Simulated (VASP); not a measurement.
The VASP input:

INCAR:
```
SYSTEM = NaF
  PREC = Accurate
  ENCUT = 520
  EDIFF = 1E-6
  ISMEAR = 0
  SIGMA = 0.02
  LREAL = .False.
  LASPH = .True.
  NELM = 100
  ALGO = Normal
  ISIF = 2
  LWAVE = .False.
  LCHARG = .False.
  GGA = PE
  IVDW = 12
```

KPOINTS:
```
Automatic mesh
0
Gamma
  10 10 10
  0 0 0
```

POSCAR:
```
NaF                                     
1.0
    0.0000000000      2.3126976761      2.3126976761
    2.3126976761      0.0000000000      2.3126976761
    2.3126976761      2.3126976761      0.0000000000
  Na              F             
     1     1
Direct
     0.0000000000000000    0.0000000000000000    1.0000000000000000
     0.5000000000000000    0.5000000000000000    0.5000000000000000
```

KPOINTS_OPT:
```
path GXWKGLUWLK,UX
20
line-mode
reciprocal
 0.0000000000  0.0000000000  0.0000000000  G
 0.5000000000  0.0000000000  0.5000000000  X

 0.5000000000  0.0000000000  0.5000000000  X
 0.5000000000  0.2500000000  0.7500000000  W

 0.5000000000  0.2500000000  0.7500000000  W
 0.3750000000  0.3750000000  0.7500000000  K

 0.3750000000  0.3750000000  0.7500000000  K
 0.0000000000  0.0000000000  0.0000000000  G

 0.0000000000  0.0000000000  0.0000000000  G
 0.5000000000  0.5000000000  0.5000000000  L

 0.5000000000  0.5000000000  0.5000000000  L
 0.6250000000  0.2500000000  0.6250000000  U

 0.6250000000  0.2500000000  0.6250000000  U
 0.5000000000  0.2500000000  0.7500000000  W

 0.5000000000  0.2500000000  0.7500000000  W
 0.5000000000  0.5000000000  0.5000000000  L

 0.5000000000  0.5000000000  0.5000000000  L
 0.3750000000  0.3750000000  0.7500000000  K

 0.6250000000  0.2500000000  0.6250000000  U
 0.5000000000  0.0000000000  0.5000000000  X
```

System: rocksalt NaF, space group Fm-3m, 2 atoms in the primitive cell.

Method: PBE with D3(BJ) dispersion, VASP PAW PBE potentials, release 64 (Na_pv, F), no spin polarisation, no spin-orbit coupling, 10×10×10 k mesh, 520 eV cutoff, Gaussian smearing of 0.02 eV (VASP).

What does the calculation give for the electronic structure?

There is a gap; over the k points computed it is 6.33 eV (direct to within 0.02 eV). Within the window shown, the tallest peak of the filled states lies 0.4 eV under the valence-band top, at about 5.5 states per eV and cell.

LDA, GGA and most meta-GGA functionals understate gaps.

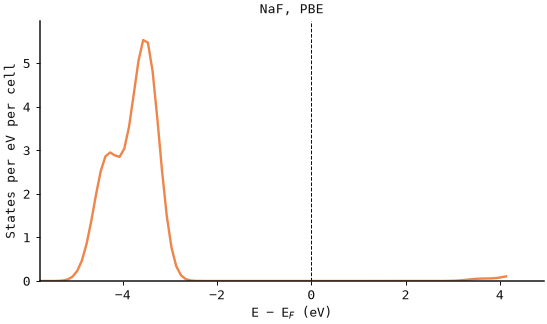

Density of states. Energies are counted from the Fermi level, put mid-gap where there is a gap. The DOS curve is built from the levels of the k mesh with Gaussians 0.55 eV wide, which also blur the band edges; ripples of that width can come from the mesh.
